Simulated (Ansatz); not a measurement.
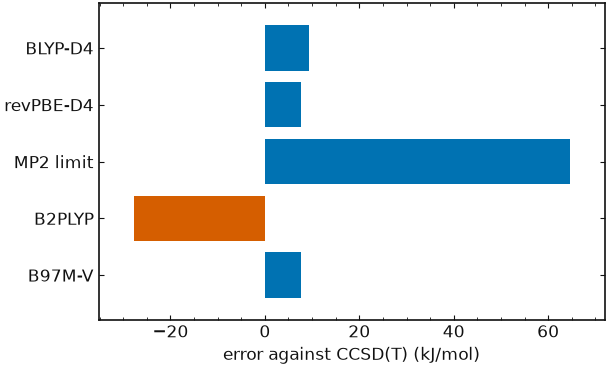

Error in the electronic atomisation energy (method less reference, so positive means overbinding) of C₃H₆O, SMILES CCC=O: functionals in def2-TZVPP against frozen-core CCSD(T) at the limit (MP2 extrapolated from triple and quadruple zeta, plus CCSD(T) less MP2 in a smaller set), which gives 4059.3 kJ/mol, at a PBE0-D4/def2-TZVP geometry (a minimum by its frequencies), no zero-point or spin-orbit term, the Ansatz code 0.2.0. The reference leaves out core correlation, a term that grows with the number of heavy atoms. B2PLYP holds a correlation term that converges slowly with the basis, so part of the distance to the limit is basis error. No dispersion term is added to B2PLYP. Limit means the basis limit.

Which of these levels overbind, and which underbind?

Answer. Overbind: MP2 limit. Underbind: B2PLYP. Within 20 kJ/mol of zero, too close to call in view of what the reference leaves out: BLYP-D4, revPBE-D4 and B97M-V.

What range do the values span?

Answer. From −27.8 kJ/mol (B2PLYP) to 64.6 kJ/mol (MP2 limit).

Limits of at least one run: one conformer of a flexible molecule.
